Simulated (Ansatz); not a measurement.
# TiSi2: what the fields show

The calculation's input:

```
crystal:
  lattice:
    - [0.0, 4.0501506822, 4.2055665925]
    - [2.3570692621, 0.0, 4.2055665925]
    - [2.4031653631, 4.076977265, -0.0258352116]
  atoms:
    - { symbol: Ti, position: [0.75, 0.75, 0.75] }
    - { symbol: Ti, position: [0.5, 0.5, 0.5] }
    - { symbol: Si, position: [0.0861670623, 0.4138329377, 0.0861670623] }
    - { symbol: Si, position: [0.4138329377, 0.0861670623, 0.4138329377] }
    - { symbol: Si, position: [0.1638329377, 0.8361670623, 0.1638329377] }
    - { symbol: Si, position: [0.8361670623, 0.1638329377, 0.8361670623] }
basis:
  ecutwfc: 420
kpoints:
  mp_grid: { grid: [10, 10, 10] }
hamiltonian:
  xc: pbesol
scf:
  occupations: { method: gaussian, width: 0.1 }
output:
  forces: true
  stress: true
  eigenvalues: true
  write_density: true
  write_potential: true
  elf: true
  volumetric_format: npy
relax:
  adjacent_minimum: "off"
  f_tol: 0.008
  max_steps: 40
  cell: { stress_tol: 0.015, fix: [a, b, gamma] }
```

Command:

```sh
ansatz run input.yaml --threads 1 --pin off --max-ram 2560MiB --backend cpu --events-out ev --progress --plain --runs-dir out
```

Below, planes, directions and counts refer to the conventional cell (a = 4.69 Å, b = 4.73 Å, c = 4.82 Å, α = 103.97°, β = 104.24°, γ = 119.36°).

The fields are those of the relaxed geometry.

Space group P-1; changed on purpose from its base cell (biaxial strain in the a-b plane, c and atoms relaxed: -1.0 %); computed pressure about 2 GPa in this cell; computed without spin polarisation.

Theory: DFT PBEsol, scalar-relativistic, plane waves, PAW (Ansatz).

In a PAW calculation such maps are meaningful between the atoms, not at the nuclei.

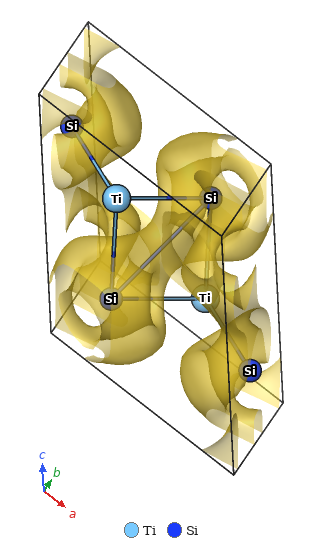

Figure 1. Isosurface of the ELF at 0.65 (yellow), seen slightly off an axis. Core shells and regions of very low density are left out. Sticks mark near contacts.

> Identify the bonds, lone pairs and shells in this picture.

The surface consists of channels that run through the cell in one direction, counted in one cell of 6 atoms. Regions shared between cells count once.


Si–Si (2.50 Å): the ELF peaks at about 0.80 between the atoms. Ti–Si (2.52 Å): the ELF peaks at about 0.75 in the valence shell of Si, 0.9 Å from its nucleus, and is about 0.40 at the midpoint.

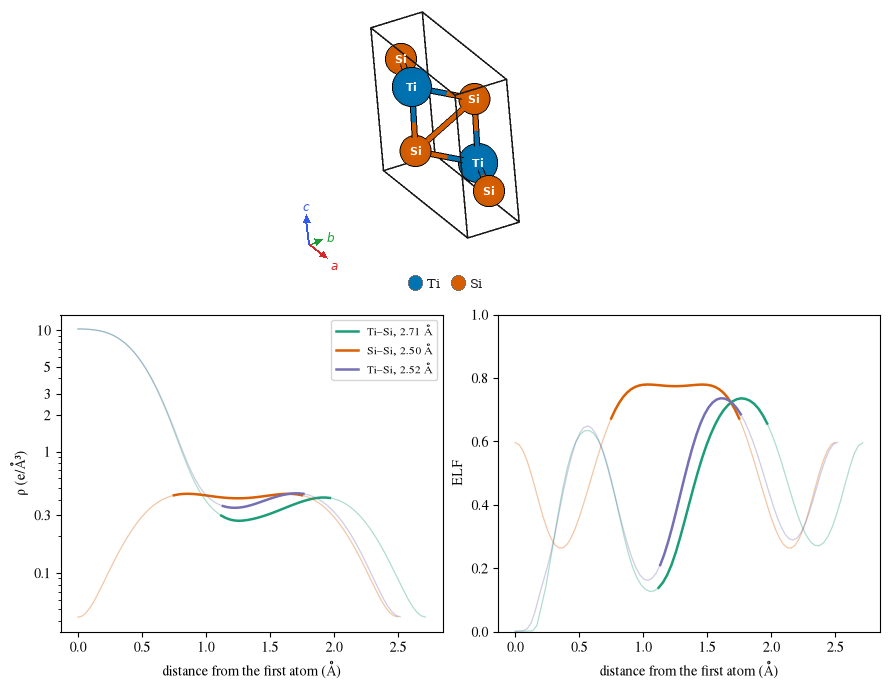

Figure 2. Valence charge density (pseudo) and ELF along straight lines between neighbouring atoms. Thin, pale parts lie inside the atomic spheres. The structure is drawn too.

> What can be read from the curves?

Ti–Si (2.71 Å): ρ at the midpoint is about 0.28 e/Å³; the ELF peaks at about 0.75 in the valence shell of Si, 0.9 Å from its nucleus, and is about 0.40 at the midpoint.
Si–Si (2.50 Å): ρ at the midpoint is about 0.41 e/Å³; the ELF peaks at about 0.80 between the atoms.
Ti–Si (2.52 Å): the density is about 0.35 e/Å³ at the midpoint; the ELF peaks at about 0.75 in the valence shell of Si, 0.9 Å from its nucleus, and is about 0.40 at the midpoint.

> Does the calculation give a band gap?

It is gapless in this calculation (a metal or semimetal).
